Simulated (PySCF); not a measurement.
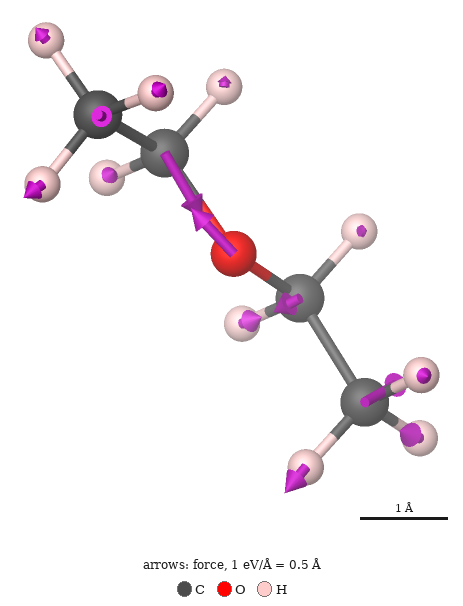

Starting geometry of C₄H₁₀O with the computed forces as purple arrows. The picture is a ball-and-stick view, seen from a free direction.

The start comes from GFN2-xTB. Its atoms were then displaced at random by about 0.01 Å.

The calculation used PBE0-D3(BJ)/def2-TZVP geometry optimisation, gas phase in PySCF. 

### Is this structure relaxed? If not, where do the atoms go?

It isn't relaxed: the largest force vector, on a C atom, is 1.94 eV/Å. The final displacements follow the starting forces only in part (cosine between the two patterns 0.52). After 7 geometry steps the energy has fallen by 0.112 eV. The atom that moves furthest after the best rigid fit is an H atom (0.060 Å). Largest moves by element: H 0.060 Å, C 0.042 Å, O 0.028 Å. Among the contacts that change: C–O 1.454 → 1.404 Å, C–H 1.122 → 1.092 Å, C–H 1.066 → 1.092 Å, C–C 1.497 → 1.507 Å. Bond angles that change, for instance: O–C–H 107.4° → 109.9°, C–C–H 108.0° → 110.5°, H–C–H 110.8° → 108.5°. Cost: 9.1 min on 2 threads of Intel(R) Xeon(R) Processor @ 2.50GHz (shared host).
